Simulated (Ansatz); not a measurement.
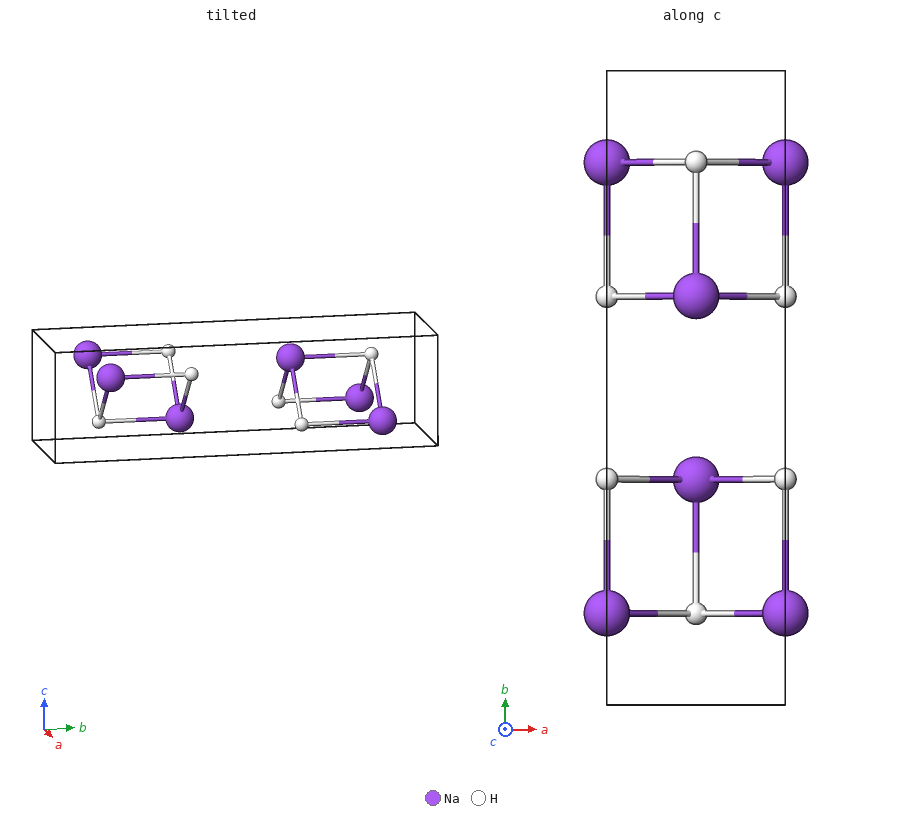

View slightly off an axis and along the c axis, drawn as a ball-and-stick model. Lines trace the edges of the conventional unit cell.

NaH, space group Cmcm (No. 63), a = 3.261 Å, b = 11.593 Å, c = 3.354 Å, α = 90.00°, β = 90.00°, γ = 90.00°. Its origin is a structure type filled with these elements by a generator (whether the compound takes this form wasn't checked). Earlier steps of the study may have refined or changed the cell and positions. It was run through Ansatz as a DFT input.

This one geometry was computed with Ansatz (DFT, plane waves, PAW) at three levels of theory: HSE06, r2SCAN and PBE.

**How does the band gap change with the level of theory?**

PBE: a gap of 3.02 eV, indirect; r2SCAN: a gap of 3.44 eV, indirect; HSE06: a gap of 3.98 eV, indirect.

**Collect the results in a table.**

| level | cutoff (eV) | k-mesh of the run's cell | gap (eV) | pressure (GPa) |
| --- | --- | --- | --- | --- |
| HSE06 | 420 | 6×6×6 | 3.98 | -0.3 |
| r2SCAN | 500 | 8×8×8 | 3.44 | -0.4 |
| PBE | 420 | 8×8×8 | 3.02 | 0.0 |

Gaps are taken on the k-mesh or band path of each run.
